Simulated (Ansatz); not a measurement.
## Ge5Si3: single-point calculation

The run: single-point calculation of Ge5Si3 (P1, 16 atoms in the cell). Method and program: DFT PBEsol, scalar-relativistic, plane waves, PAW, no spin polarisation (Ansatz 0.2.0).

The structure was built on a prototype by a generator; it need not be a known phase. Figures and captions count atoms from 1; the log counts them from 0 in places.

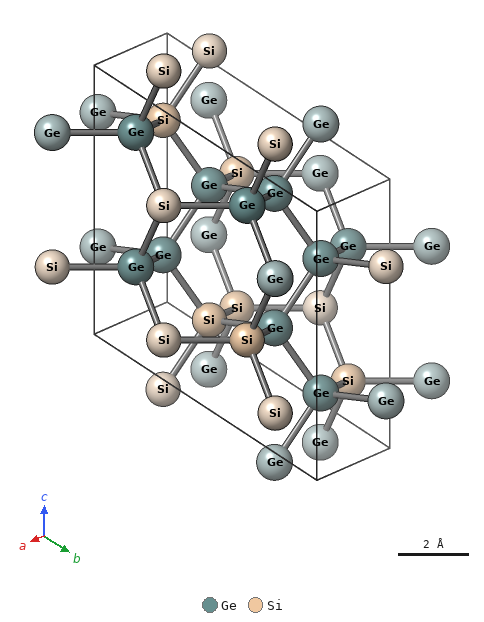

Fig. 1: The structure (ball-and-stick view of the cell of the calculation, set on other vectors, seen slightly off an axis; neighbours outside the cell are drawn fainter).

### Key numbers

| quantity | value |
| --- | --- |
| outcome | converged |
| space group (tolerance 0.01 Å) | P1 (1) |
| electrons treated | 164 |
| free energy | −46263.2835 eV |
| Fermi energy | 8.008 eV |
| gap on the k-point mesh | 0.17 eV |
| pressure | 0.21 GPa |
| largest force (length of the vector) | 0.510 eV/Å |
| hardware | 4 threads of Intel Xeon @ 2.70GHz, 189 GiB of memory available, shared host |
| wall time | 25 s (CPU time 82 s) |
| peak memory | 1.2 GiB |

### Input file
```yaml
crystal:
  lattice:
    - [0.0, 0.0, -6.47571064]
    - [-3.92267413, -6.7942709, 0.0]
    - [-3.92267413, 6.7942709, 0.0]
  atoms:
    - { symbol: Ge, position: [0.93709875, 0.16666666, 0.83333333] }
    - { symbol: Ge, position: [0.93709875, 0.16666666, 0.33333333] }
    - { symbol: Ge, position: [0.93709875, 0.66666666, 0.83333333] }
    - { symbol: Si, position: [0.93709875, 0.66666666, 0.33333333] }
    - { symbol: Ge, position: [0.43709875, 0.33333334, 0.16666667] }
    - { symbol: Ge, position: [0.43709875, 0.33333334, 0.66666667] }
    - { symbol: Ge, position: [0.43709875, 0.83333334, 0.16666667] }
    - { symbol: Si, position: [0.43709875, 0.83333334, 0.66666667] }
    - { symbol: Ge, position: [0.56290125, 0.16666666, 0.83333333] }
    - { symbol: Ge, position: [0.56290125, 0.16666666, 0.33333333] }
    - { symbol: Si, position: [0.56290125, 0.66666666, 0.83333333] }
    - { symbol: Ge, position: [0.56290125, 0.66666666, 0.33333333] }
    - { symbol: Si, position: [0.06290125, 0.33333334, 0.16666667] }
    - { symbol: Si, position: [0.06290125, 0.33333334, 0.66666667] }
    - { symbol: Ge, position: [0.06290125, 0.83333334, 0.16666667] }
    - { symbol: Si, position: [0.06290125, 0.83333334, 0.66666667] }
basis:
  ecutwfc: 420
kpoints:
  mp_grid: { grid: [4, 3, 3] }
hamiltonian:
  xc: pbesol
scf:
  occupations: { method: gaussian, width: 0.1 }
output:
  forces: true
  stress: true
  eigenvalues: true
```

Launched with:
```bash
ansatz run input.yaml --threads 4 --pin off --max-ram 10240MiB --backend cpu --events-out ev --progress --plain --runs-dir out
```

### Log
```
Engine: ansatz 0.2.0, x86_64-unknown-linux-gnu
Pseudopotentials: kind: paw
Pseudopotential: Ge, paw, valence charge 14, recommended cutoff 420 eV (normal), Ge.paw.azcp
Pseudopotential: Si, paw, valence charge 4, recommended cutoff 420 eV (normal), Si.paw.azcp
Functional definition: PBEsol
  exchange = pbesol_x
  correlation = pbesol_c
Crystal: 16 atoms, lattice volume = 345.178 Å³
Basis set: ecut = 420 eV, 6711 PW (Γ), exchange–correlation on 90×108×108 points (8 copies of the dense FFT grid, shifted against one another)
Bands: 99, of which v1, the nominal top of the filled ones, is band 82 counted from 1 (81 counted from 0)
Symmetry: 1 space group operations
Space group: P1 (ITA 1), of the structure as read, at distance tolerance 7.0e-5 Å
k-points: 19 of 36 (time reversal used)
Non-local potential: Ge, projectors of the file, l = 0: 2, l = 1: 2, l = 2: 3, l = 3: 1
Non-local potential: Si, projectors of the file, l = 0: 2, l = 1: 2, l = 2: 2
PAW form: soft (Blöchl's): semilocal exchange-correlation on the pseudo side does not see the compensation charge
PAW frozen core: Ge, regenerated for the run's functional, and the local potential with it (the file was generated under x = pbe(κ = 0.804, μ = 0.2195149727645171), c = pbe(β = 0.06672455060314922))
PAW frozen core: Si, regenerated for the run's functional, and the local potential with it (the file was generated under x = pbe(κ = 0.804, μ = 0.2195149727645171), c = pbe(β = 0.06672455060314922))
PAW one-centre angular grid: Ge, 590 points (default); XC on 64 Gauss nodes
PAW one-centre angular grid: Si, 110 points (default); XC on 64 Gauss nodes
Initial density: superposition of atomic densities (neutral atoms: chi_scale 0, normalization atom), corrected by the library's trained network
Initial wavefunctions: pseudopotential atomic-orbital guess
Functional: x = pbesol(κ = 0.804, μ = 0.12345679012345678), c = pbesol(β = 0.046)
SCF iter   1: F=—  HF=-46263.296360 eV  |F-HF|=—  |Δ(HF+E_count)|=         —  Δρ=2.25e-3  dr2=2.25e-2  ethr=1.77e-3  ⟨swp⟩=6.5  Hψ=7258  notcnv=0
preconditioner: auto → Resta (q_TF=auto, 2.410 Å⁻¹)  ε∞=2.7  [insulator: Δε(μ)=0.167 eV  Ē_g=19.705 eV  σ=0.100 eV  W_gap=0.76  n_scr=70 (ndim 8)  ℏωp=25.6 eV  f_vac=0.024  D(μ)=0.50/eV (n_scr^D=0)  ε∞_Penn≈2.7]
SCF iter   2: F=—  HF=-46263.284610 eV  |F-HF|=—  |Δ(HF+E_count)|=   1.17e-2  Δρ=1.35e-3  dr2=6.50e-3  ethr=1.37e-5  ⟨swp⟩=2.7  Hψ=3426  notcnv=0
SCF iter   3: F=—  HF=-46263.284374 eV  |F-HF|=—  |Δ(HF+E_count)|=   2.36e-4  Δρ=5.71e-4  dr2=1.19e-3  ethr=3.96e-6  ⟨swp⟩=2.0  Hψ=3245  notcnv=0
automatic band count: iteration 3 solves 95 bands in place of 99: the levels show a gap, and the empty bands left out lie too high to hold charge; the band table lists the bands solved (type scf.n_extra_bands for more)
SCF iter   4: F=—  HF=-46263.283439 eV  |F-HF|=—  |Δ(HF+E_count)|=   9.35e-4  Δρ=1.68e-4  dr2=9.95e-5  ethr=7.23e-7  ⟨swp⟩=2.0  Hψ=3246  notcnv=0
SCF iter   5: F=—  HF=-46263.283456 eV  |F-HF|=—  |Δ(HF+E_count)|=   1.68e-5  Δρ=4.25e-5  dr2=7.57e-6  ethr=6.07e-8  ⟨swp⟩=2.0  Hψ=3241  notcnv=0
SCF iter   6: F=—  HF=-46263.283459 eV  |F-HF|=—  |Δ(HF+E_count)|=   3.27e-6  Δρ=1.98e-5  dr2=1.69e-6  ethr=4.62e-9  ⟨swp⟩=2.0  Hψ=3250  notcnv=0
SCF iter   7: F=—  HF=-46263.283459 eV  |F-HF|=—  |Δ(HF+E_count)|=   8.76e-8  Δρ=6.48e-6  dr2=1.37e-7  ethr=1.03e-9  ⟨swp⟩=2.0  Hψ=3250  notcnv=0
SCF iter   8: F=-46263.283459 eV  HF=-46263.283459 eV  |F-HF|=1.70e-9  |Δ(HF+E_count)|=   7.46e-8  Δρ=1.73e-6  dr2=9.93e-9  ethr=6.10e-11  ⟨swp⟩=8.5  Hψ=6684  notcnv=0
SCF 1 converged in 8 iterations: F = -46263.283459 eV  dr2 = 9.93e-9
  greatest PAW one-centre occupation: 0.998 electrons in one spin orbital (limit 2), on the Ge atom at site 9 (counted from 0), in its partial waves of l = 2
SCF converged after 8 iterations
Free energy (F): -46263.283459 eV
Harris-Foulkes:  -46263.283459 eV  (|F-HF|=1.70e-9)
Internal energy: -46263.281096 eV  (E = F + TS)
E sigma→0 (E₀):  -46263.282278 eV
Entropy (-TS):   -0.002363 eV (-0.148 meV/atom)
Fermi energy:    8.007892 eV
--- Per-component energies (eV) ---
  E_band       = -1534.747968
  E_kinetic    = 1358.241600
  E_local      = -27702.932912  (includes V_loc(G=0)·N_el)
  E_nonlocal   = 4361.280827
  E_hartree    = 12266.884555
  E_xc         = -1078.079523
  E_vxc        = -928.946887  (∫ρ·V_xc dr)
  E_paw        = -22788.876420  (= ΣΔE_a)
  E_vpaw       = -3156.171787  (= ΣTr[D̂ρ^β])
  E_aug_tail   = 0.003115  (compensation charges beyond the density's cutoff)
  E_ewald      = -12689.171066
  E_core_change = 9.368726  (= ΣΔE_core)
  E_smearing   = -0.002363  (= −TS)
  E_closure    = 0.000000  (closes the sum)
  Σ components = -46263.283459   (vs F -46263.283459, Δ=0.00e0)
--- Forces (eV/Å), atoms counted from 1 ---
  atom   1  Ge    -0.00180547    -0.02338132    -0.41839937
  atom   2  Ge    -0.38065795    -0.19641058    -0.27745329
  atom   3  Ge     0.38061199    -0.19505138     0.14927530
  atom   4  Si     0.00318983     0.37373345    -0.28467457
  atom   5  Ge     0.00406333     0.01352696     0.43454158
  atom   6  Ge    -0.35096896    -0.21468583     0.29467071
  atom   7  Ge     0.35031356    -0.21869556    -0.13266053
  atom   8  Si    -0.00394439     0.37742434     0.22148373
  atom   9  Ge     0.34623009     0.21788599     0.13091477
  atom  10  Ge     0.00478937    -0.01546731    -0.01051861
  atom  11  Si    -0.00464866    -0.37536905     0.15747711
  atom  12  Ge    -0.34710799     0.21606781    -0.28793879
  atom  13  Si    -0.33866821    -0.18581429     0.14088093
  atom  14  Si    -0.00050172    -0.01002645     0.01176156
  atom  15  Ge     0.00095073     0.41909768     0.11215388
  atom  16  Si     0.33815213    -0.18283686    -0.24151231
  max |Σ_I F_I| component: 2.41e-6 eV/Å
--- Stress (GPa, compression-positive) ---
        0.307115       0.000378      -0.000276
        0.000378       0.305242      -0.032211
       -0.000276      -0.032211       0.013971
  P = ⅓ Tr σ = 0.2088 GPa (2.088 kbar)
--- Band table (eV; the first three rows and the last of 19) ---
  k-point 0: bands = ["-17.0131", "-17.0004", "-16.9914", "-16.9830", "-16.9753", "-16.9533", "-16.9477", "-16.9284", "-16.9126", "-16.9033", "-16.8986", "-16.8884", "-16.8802", "-16.8619", "-16.8587", "-16.8449", "-16.8286", "-16.8226", "-16.8105", "-16.8017", "-16.7867", "-16.7771", "-16.7679", "-16.7642", "-16.7620", "-16.7507", "-16.7471", "-16.7434", "-16.7371", "-16.7342", "-16.7334", "-16.7282", "-16.7243", "-16.7235", "-16.7138", "-16.7115", "-16.7080", "-16.7053", "-16.6987", "-16.6953", "-16.6894", "-16.6877", "-16.6806", "-16.6619", "-16.6561", "-16.6469", "-16.6407", "-16.6287", "-16.6276", "-16.6226", "-4.9013", "-3.0664", "-2.8735", "-2.7024", "-2.4961", "-1.3322", "-1.1368", "-0.9764", "-0.7038", "-0.3353", "-0.2101", "0.3518", "1.2059", "1.4787", "1.4920", "3.1067", "3.1415", "3.1431", "4.7082", "4.7157", "4.7158", "4.8753", "4.8874", "4.8887", "6.2928", "6.3017", "6.3509", "6.3850", "6.3948", "7.6033", "7.9098", "7.9118", "8.0831", "8.1471", "8.2695", "8.2993", "9.0208", "9.5902", "9.8425", "9.8866", "9.9678", "10.0142", "10.5160", "11.0006", "11.0595"]
  k-point 1: bands = ["-17.0137", "-17.0041", "-16.9970", "-16.9839", "-16.9773", "-16.9511", "-16.9468", "-16.9233", "-16.9123", "-16.9008", "-16.8921", "-16.8837", "-16.8813", "-16.8589", "-16.8547", "-16.8433", "-16.8322", "-16.8240", "-16.8106", "-16.7998", "-16.7880", "-16.7784", "-16.7682", "-16.7661", "-16.7643", "-16.7513", "-16.7485", "-16.7447", "-16.7381", "-16.7341", "-16.7320", "-16.7288", "-16.7273", "-16.7227", "-16.7169", "-16.7131", "-16.7081", "-16.7075", "-16.7008", "-16.6957", "-16.6914", "-16.6872", "-16.6835", "-16.6613", "-16.6533", "-16.6413", "-16.6394", "-16.6296", "-16.6242", "-16.6225", "-4.6049", "-3.7112", "-3.0446", "-2.7888", "-2.3330", "-1.4811", "-1.0911", "-0.7416", "-0.5713", "-0.4051", "-0.0330", "0.4519", "1.6832", "1.8857", "2.9268", "2.9560", "3.1194", "3.1423", "3.7730", "3.7848", "4.3227", "5.0009", "5.1223", "5.1238", "5.3559", "5.3605", "5.5592", "5.7517", "5.7699", "6.6488", "7.0616", "7.3830", "8.5056", "8.9934", "9.6367", "9.6785", "9.8563", "9.9813", "10.1972", "10.2614", "10.7247", "10.8222", "11.0143", "11.2675", "11.3046"]
  k-point 2: bands = ["-17.0161", "-17.0037", "-16.9920", "-16.9880", "-16.9712", "-16.9547", "-16.9481", "-16.9288", "-16.9079", "-16.9004", "-16.8926", "-16.8846", "-16.8800", "-16.8614", "-16.8535", "-16.8411", "-16.8288", "-16.8220", "-16.8099", "-16.8056", "-16.7890", "-16.7814", "-16.7681", "-16.7638", "-16.7626", "-16.7522", "-16.7490", "-16.7438", "-16.7378", "-16.7349", "-16.7327", "-16.7282", "-16.7271", "-16.7239", "-16.7183", "-16.7123", "-16.7080", "-16.7040", "-16.6984", "-16.6965", "-16.6938", "-16.6879", "-16.6821", "-16.6614", "-16.6538", "-16.6449", "-16.6370", "-16.6290", "-16.6270", "-16.6198", "-4.6039", "-3.7230", "-2.9671", "-2.8557", "-2.3441", "-1.4914", "-0.9600", "-0.8252", "-0.6595", "-0.3589", "-0.0131", "0.4517", "1.6643", "1.9017", "2.9259", "2.9569", "3.1209", "3.1402", "3.7723", "3.7856", "4.3228", "5.0009", "5.1229", "5.1232", "5.3559", "5.3606", "5.5589", "5.7516", "5.7700", "6.6489", "7.0616", "7.3830", "8.5050", "8.9941", "9.6331", "9.6844", "9.8740", "9.9582", "10.1765", "10.2830", "10.7270", "10.8234", "11.0102", "11.2858", "11.3013"]
  k-point 18: bands = ["-17.0114", "-17.0028", "-16.9909", "-16.9878", "-16.9673", "-16.9605", "-16.9482", "-16.9358", "-16.9126", "-16.8960", "-16.8888", "-16.8784", "-16.8715", "-16.8634", "-16.8545", "-16.8474", "-16.8389", "-16.8228", "-16.8093", "-16.8015", "-16.7874", "-16.7768", "-16.7703", "-16.7648", "-16.7596", "-16.7478", "-16.7461", "-16.7417", "-16.7373", "-16.7329", "-16.7311", "-16.7301", "-16.7268", "-16.7227", "-16.7206", "-16.7153", "-16.7106", "-16.7072", "-16.7015", "-16.6983", "-16.6947", "-16.6863", "-16.6746", "-16.6659", "-16.6580", "-16.6499", "-16.6345", "-16.6314", "-16.6288", "-16.6166", "-3.9721", "-3.7397", "-3.1145", "-2.8255", "-2.4784", "-2.1859", "-2.0547", "-1.8374", "0.2158", "0.4517", "0.5557", "0.6785", "1.3988", "1.5422", "2.9569", "3.1425", "4.1952", "4.2098", "4.2214", "4.2242", "4.9658", "4.9996", "5.2912", "5.3298", "5.4967", "5.5080", "5.5256", "5.5390", "5.6460", "5.6711", "6.3709", "6.4215", "8.7232", "8.8212", "9.1401", "9.2164", "9.3104", "9.3848", "9.6291", "9.7343", "10.5150", "10.6343", "10.9467", "10.9568", "11.1010"]
```

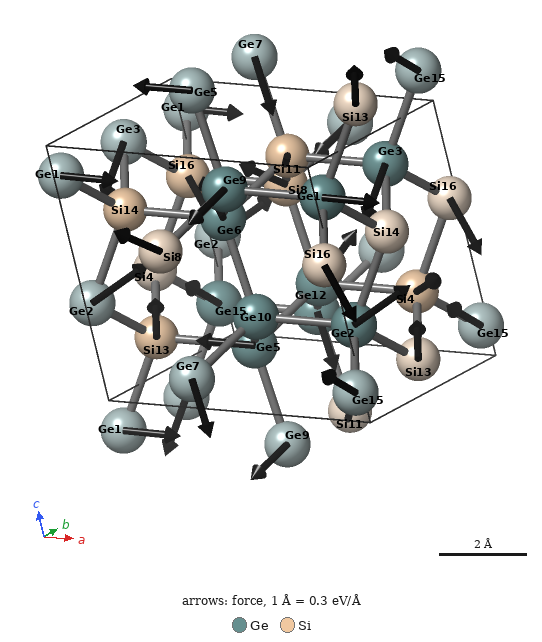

Fig. 2: Forces on the atoms as black arrows (ball-and-stick view of the cell of the calculation, seen slightly off an axis; neighbours outside the cell are drawn fainter; atoms are numbered from 1 in the order of the input); the smallest are left out. The largest act on Ge2, Ge6 (0.51 eV/Å); Ge12 (0.50 eV/Å); Si4 (0.47 eV/Å); Si16 (0.45 eV/Å), among others. The geometry is not a stationary point of this energy.

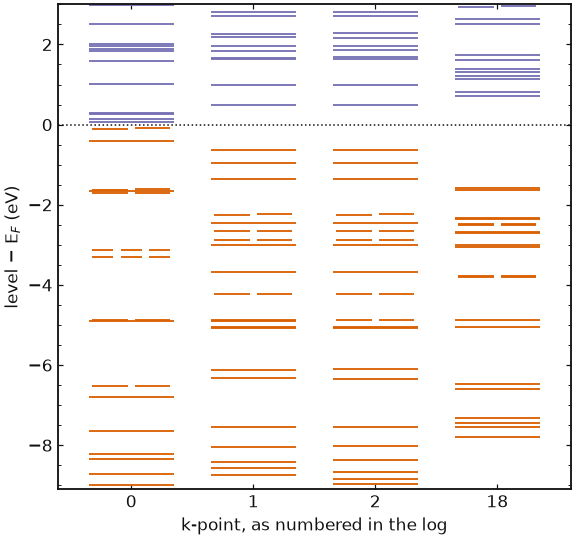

Fig. 3: Kohn–Sham levels near the Fermi level (dotted) at the few k-points that the log prints; levels within 0.02 eV of each other stand side by side. Among these points the highest filled and lowest empty levels are 0.17 eV apart, which is the gap on the mesh.
